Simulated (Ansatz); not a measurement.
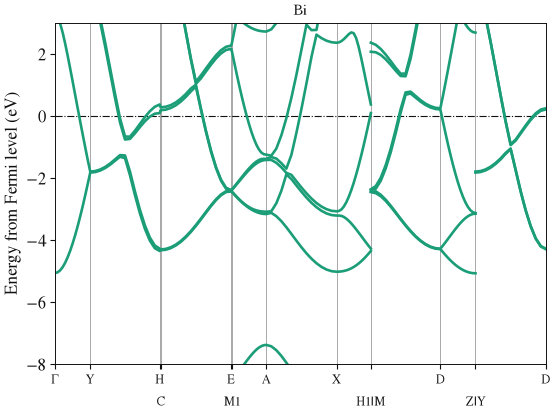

Band structure. Energies are counted from the Fermi level.

Calculation on Bi, space group P2/m, 2 atoms in the cell; a = 3.24 Å, b = 3.22 Å, c = 6.44 Å, α = 90.00°, β = 90.72°, γ = 90.00°.

Method: PBEsol, Ansatz PAW, no spin polarisation, no spin-orbit coupling, 8×8×4 k mesh, 420 eV cutoff, Fermi-Dirac smearing of 0.05 eV (Ansatz 0.2.0).

Is there a gap at the Fermi level?

Answer. A metal: 4 bands cross the Fermi level along this path.

Spin-orbit coupling is left out, which matters for Bi. The PAW data sets were made with another functional. This isn't the form of Bi at room conditions, which is rhombohedral. In reduced coordinates of the cell that was run, Y is (0, 0, 0.5), H is (−0.497, 0, 0.512), C is (−0.5, 0, 0.5), E is (−0.5, 0.5, 0.5), M1 is (−0.503, 0.5, 0.488), A is (−0.5, 0.5, 0), X is (−0.5, 0, 0), H1 is (−0.503, 0, 0.488), M is (−0.497, 0.5, 0.512), D is (0, 0.5, 0.5) and Z is (0, 0.5, 0).
